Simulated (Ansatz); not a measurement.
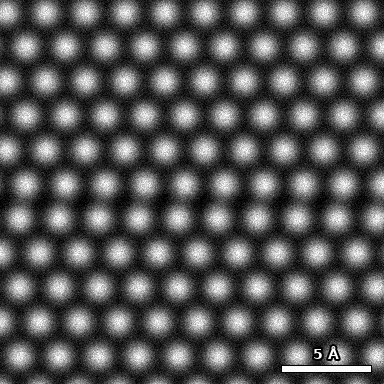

Z-contrast image of Se (Pm-3m, No. 221) along [111]. Simulation: incoherent imaging, intensity Z^1.7 per atom, probe width 1.30 Å, thin sample. The probe carries 25 % of its weight in a tail 2.5 times as wide. Shot noise was added.

One planar defect was built into the perfect crystal by geometry alone, without relaxation. Host structure: coordinates from a relaxation with Ansatz 0.2.0, DFT, PBEsol, plane waves (420 eV) with PAW, scalar-relativistic; the starting structure was generated, so it need not be a known form of this composition.

### Find the planar defect and say what kind it is.

A planar fault (a stacking fault) runs horizontally about 12 Å below the top edge. The part above it is shifted along the boundary by 2/3 of the 2.27 Å repeat of the rows (1.5 Å to the right, the same as 0.8 Å to the left); both parts keep the same orientation.
